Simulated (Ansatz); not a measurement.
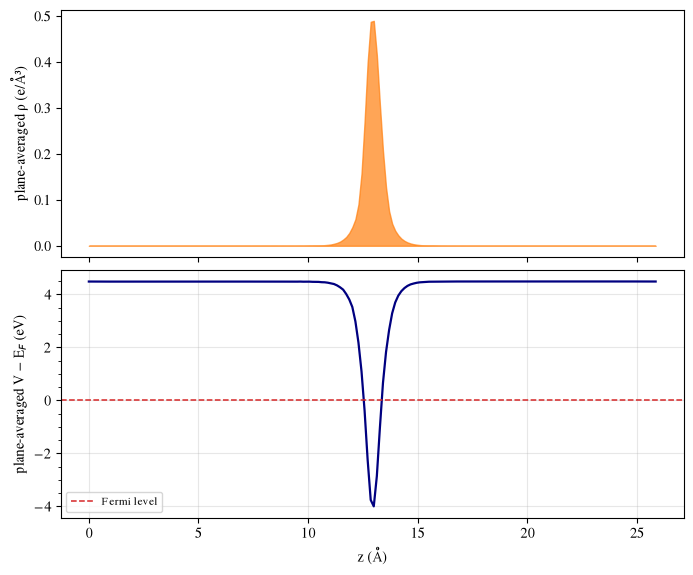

Figure. Li₃H₄. Plane average of the electrostatic potential energy of an electron and of the valence pseudo-density across the slab.

A structure generated by program, which may or may not match a known phase; computed without spin polarisation.

These are results of DFT PBE, scalar-relativistic, plane waves, PAW (Ansatz 0.2.0), not measurements.

In a PAW calculation such maps are meaningful between the atoms, not at the nuclei.

```
Li H
1.0
     3.71963   -3.71963    0.00000
     3.71963    3.71963    0.00000
     0.00000    0.00000   25.98449
Li H
3 4
Direct
  0.25000 0.75000 0.31431
  0.25000 0.25000 0.30044
  0.75000 0.75000 0.30044
  0.01677 0.98323 0.30473
  0.48323 0.51677 0.30473
  0.01677 0.51677 0.30473
  0.48323 0.98323 0.30473
```

**How far below the vacuum level is the Fermi level?**

The potential is flat in the vacuum, 4.48 eV above the Fermi level; this is the work function, the same on both faces.

**How thick is the slab, and how wide the vacuum?**

The outermost nuclei are 0.4 Å apart, in 1 atomic plane; the vacuum between periodic images is 25.6 Å wide.
